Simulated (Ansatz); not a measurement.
## IrO2: band-structure calculation (part 2 of 2)

The same run, continued: IrO2 (P4₂/mnm, 6 atoms in the cell); DFT, PBEsol, PAW with Ansatz's default frozen-core files, scalar-relativistic, no spin polarisation (Ansatz 0.2.0); cutoff 420 eV, 8×8×11 k-mesh, Fermi–Dirac smearing of 0.05 eV. The structure derives from an entry of the Crystallography Open Database. It belongs to a series of runs on one base structure; here: PAW files in place of LAPW.

Geometry of the input (Å; fractional positions):
```
4.4990  0.0000  0.0000
0.0000  4.4990  0.0000
0.0000  0.0000  3.1460
Ir 0.0000  0.0000  0.0000
Ir 0.5000  0.5000  0.5000
O  0.3110  0.3110  0.0000
O  0.1890  0.8110  0.5000
O  0.6890  0.6890  0.0000
O  0.8110  0.1890  0.5000
```

File dos.tsv, continued
```
-6.200000	2.791999e0	3.582345e1
-6.000000	3.345016e0	3.640753e1
-5.800000	5.274758e0	3.727651e1
-5.600000	5.752888e0	3.838269e1
-5.400000	4.467804e0	3.947210e1
-5.200000	5.283661e0	4.037728e1
-5.000000	4.915090e0	4.146204e1
-4.800000	4.328837e0	4.237215e1
-4.600000	3.552931e0	4.315327e1
-4.400000	3.938902e0	4.388539e1
-4.200000	3.414612e0	4.463918e1
-4.000000	3.094872e0	4.528119e1
-3.800000	3.058216e0	4.588889e1
-3.600000	3.387654e0	4.653927e1
-3.400000	2.643987e0	4.717837e1
-3.200000	1.305415e0	4.754826e1
-3.000000	8.203426e-1	4.775876e1
-2.800000	5.785526e-1	4.789224e1
-2.600000	6.941339e-1	4.799531e1
-2.400000	2.491485e0	4.826491e1
-2.200000	3.783174e0	4.896010e1
-2.000000	4.781272e0	4.975987e1
-1.800000	9.055053e0	5.109961e1
-1.600000	6.512909e0	5.282393e1
-1.400000	5.925835e0	5.400330e1
-1.200000	4.251647e0	5.508227e1
-1.000000	2.874894e0	5.577960e1
-0.800000	1.317029e0	5.616716e1
-0.600000	1.419857e0	5.640633e1
-0.400000	2.764695e0	5.682057e1
-0.200000	3.013373e0	5.742782e1
0.000000	3.024374e0	5.802009e1
0.200000	3.076587e0	5.863672e1
0.400000	3.093903e0	5.928059e1
0.600000	1.480540e0	5.975727e1
0.800000	4.610329e-1	5.990699e1
1.000000	2.439405e-1	5.999388e1
1.200000	7.538315e-1	6.002193e1
1.400000	1.538459e0	6.030126e1
1.600000	1.547023e0	6.061043e1
1.800000	1.789318e0	6.093796e1
2.000000	2.241680e0	6.133588e1
2.200000	2.333683e0	6.181960e1
2.400000	2.155731e0	6.226203e1
2.600000	2.129794e0	6.268782e1
2.800000	2.102798e0	6.311380e1
3.000000	1.677520e0	6.348832e1
3.200000	2.225475e0	6.386349e1
3.400000	2.727011e0	6.436205e1
3.600000	2.812374e0	6.492312e1
3.800000	3.181445e0	6.551103e1
4.000000	3.354536e0	6.618538e1
4.200000	3.251431e0	6.682913e1
4.400000	2.566864e0	6.748845e1
4.600000	8.974238e-1	6.776912e1
4.800000	6.466068e-1	6.793409e1
5.000000	6.699654e-2	6.800000e1
5.200000	4.921132e-3	6.800000e1
5.400000	2.950430e-1	6.801256e1
5.600000	4.282208e-1	6.811126e1
5.800000	2.607572e-1	6.817169e1
6.000000	2.747106e-1	6.822479e1
6.200000	2.973541e-1	6.828172e1
6.400000	3.343289e-1	6.834460e1
6.600000	3.750047e-1	6.841558e1
6.800000	4.172403e-1	6.849467e1
7.000000	4.667649e-1	6.858286e1
7.200000	5.031533e-1	6.868067e1
7.400000	5.243524e-1	6.878336e1
7.600000	5.456133e-1	6.889037e1
7.800000	5.773764e-1	6.900236e1
8.000000	6.066356e-1	6.912100e1
```

File populations.tsv
```
# site	symbol	l	j	q
# orbitals = lowdin
# n_electrons = 58.000000
# spilling = 0.004262
0	Ir	0_5S	-	1.990588
0	Ir	0_6S	-	0.536981
0	Ir	1_5P	-	5.993714
0	Ir	2_5D	-	7.085508
1	Ir	0_5S	-	1.990588
1	Ir	0_6S	-	0.536981
1	Ir	1_5P	-	5.993714
1	Ir	2_5D	-	7.085508
2	O	0_2S	-	1.768147
2	O	1_2P	-	4.866662
3	O	0_2S	-	1.768147
3	O	1_2P	-	4.866662
4	O	0_2S	-	1.768147
4	O	1_2P	-	4.866662
5	O	0_2S	-	1.768147
5	O	1_2P	-	4.866662
```

File rho_z.tsv
```
# z_ang	rho[e/angstrom^3]
# format = ansatz-planar-average/11
# lattice	4.499000000	0.000000000	0.000000000
# lattice	0.000000000	4.499000000	0.000000000
# lattice	0.000000000	0.000000000	3.146000000
# sites	6
# site	77	0.000000000	0.000000000	0.000000000
# site	77	2.249500000	2.249500000	1.573000000
# site	8	1.399189000	1.399189000	0.000000000
# site	8	0.850311000	3.648689000	1.573000000
# site	8	3.099811000	3.099811000	0.000000000
# site	8	3.648689000	0.850311000	1.573000000
0.000000	1.385207e0
0.131083	1.318362e0
0.262167	1.138011e0
0.393250	8.985810e-1
0.524333	6.715985e-1
0.655417	5.155468e-1
0.786500	4.605541e-1
0.917583	5.155468e-1
1.048667	6.715985e-1
1.179750	8.985810e-1
1.310833	1.138011e0
1.441917	1.318362e0
1.573000	1.385207e0
1.704083	1.318362e0
1.835167	1.138011e0
1.966250	8.985810e-1
2.097333	6.715985e-1
2.228417	5.155468e-1
2.359500	4.605541e-1
2.490583	5.155468e-1
2.621667	6.715985e-1
2.752750	8.985810e-1
2.883833	1.138011e0
3.014917	1.318362e0
```

File v_z.tsv
```
# z_ang	v_es[eV]	v_tot[eV]
# format = ansatz-planar-average/11
# xc	pbesol
# density_cutoff_ev	1680
# datasets	Ir=:simpson_from_first_knot:soft:shift=-882491	O=:simpson_from_first_knot:soft:shift=-234619
# lattice	4.499000000	0.000000000	0.000000000
# lattice	0.000000000	4.499000000	0.000000000
# lattice	0.000000000	0.000000000	3.146000000
# sites	6
# site	77	0.000000000	0.000000000	0.000000000
# site	77	2.249500000	2.249500000	1.573000000
# site	8	1.399189000	1.399189000	0.000000000
# site	8	0.850311000	3.648689000	1.573000000
# site	8	3.099811000	3.099811000	0.000000000
# site	8	3.648689000	0.850311000	1.573000000
0.000000	2.518557e0	-1.102467e1
0.131083	3.020197e0	-1.039392e1
0.262167	4.434988e0	-8.605189e0
0.393250	6.453774e0	-6.030947e0
0.524333	8.770307e0	-3.105122e0
0.655417	1.075470e1	-6.366152e-1
0.786500	1.150007e1	2.941993e-1
0.917583	1.075470e1	-6.366152e-1
1.048667	8.770307e0	-3.105122e0
1.179750	6.453774e0	-6.030947e0
1.310833	4.434988e0	-8.605189e0
1.441917	3.020197e0	-1.039392e1
1.573000	2.518557e0	-1.102467e1
1.704083	3.020197e0	-1.039392e1
1.835167	4.434988e0	-8.605189e0
1.966250	6.453774e0	-6.030947e0
2.097333	8.770307e0	-3.105122e0
2.228417	1.075470e1	-6.366152e-1
2.359500	1.150007e1	2.941993e-1
2.490583	1.075470e1	-6.366152e-1
2.621667	8.770307e0	-3.105122e0
2.752750	6.453774e0	-6.030947e0
2.883833	4.434988e0	-8.605189e0
3.014917	3.020197e0	-1.039392e1
```

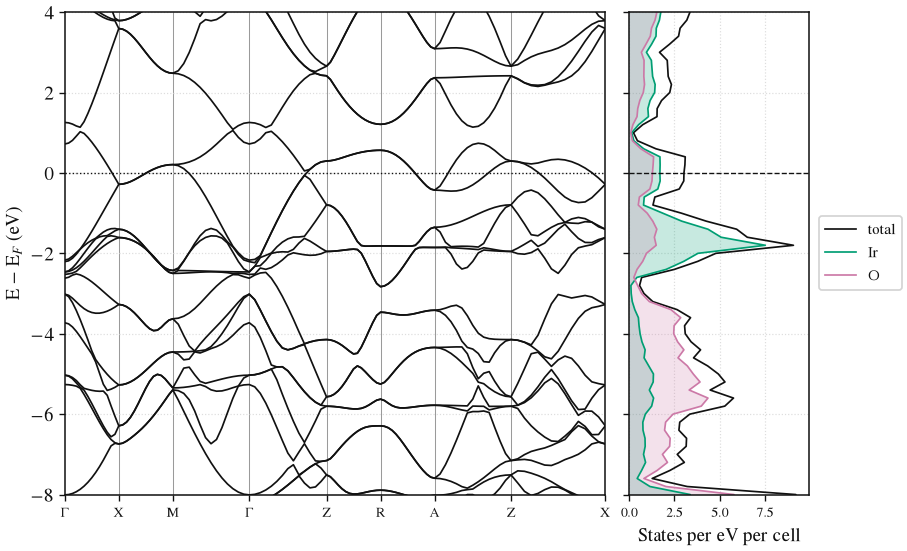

Fig. 1: Band structure along Γ–X–M–Γ–Z–R–A–Z–X and density of states (projected on Löwdin-orthogonalised atomic shells), with energies from the Fermi level. Bands cross the Fermi level: a metal at this level of theory.

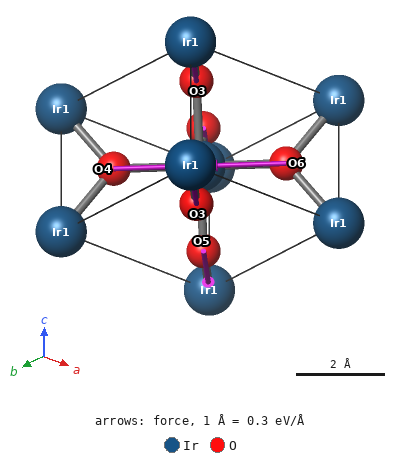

Fig. 2: Forces on the atoms as pink arrows (ball-and-stick view of the cell of the calculation, seen at an oblique angle; atoms are numbered from 1 in the order of the input). The largest act on all 4 O atoms (0.55 eV/Å). The geometry is not a stationary point of this energy.

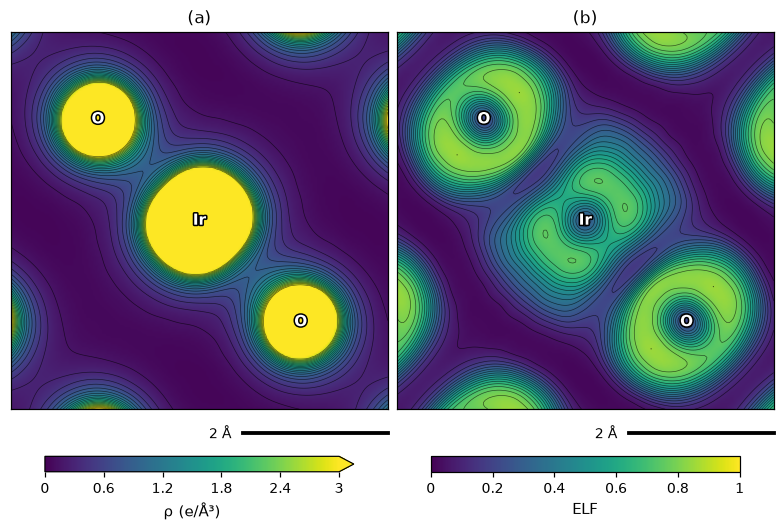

Fig. 3: (a) valence pseudo-density; (b) ELF on the (001) plane of the conventional cell. The section cuts through Ir and O sites. Ir–O (1.98 Å): the density is about 0.93 e/Å³ at the midpoint; the ELF is about 0.20 at the midpoint; a polar contact without a shared pair, in a metal. Away from the nuclei the density in this plane falls to 0.04 e/Å³ at its lowest. The strong features right at Ir lie inside the PAW spheres (semicore, d or f shells) and say nothing about bonding. Core electrons are frozen (PAW), so the fields are smoothed inside the atomic spheres.

Summary

- outcome: converged
- space group (tolerance 0.01 Å): P4₂/mnm (136)
- electrons treated: 58
- free energy: −25836.4996 eV
- Fermi energy: 14.487 eV
- pressure: −1.92 GPa
- field gradient V_zz (10²¹ V/m²): Ir −15.37, Ir −15.37, O −9.56, O −9.56, O −9.56, O −9.56
- electronic character: metal
- largest force (length of the vector): 0.547 eV/Å
- hardware: 2 threads of Arm Neoverse V1, 24 GiB of memory available, shared host
- wall time: 36 s (CPU time 71 s)
- peak memory: 0.48 GiB

The program warns: the field gradients leave out spin–orbit coupling. Spin–orbit coupling is left out, which matters for Ir.
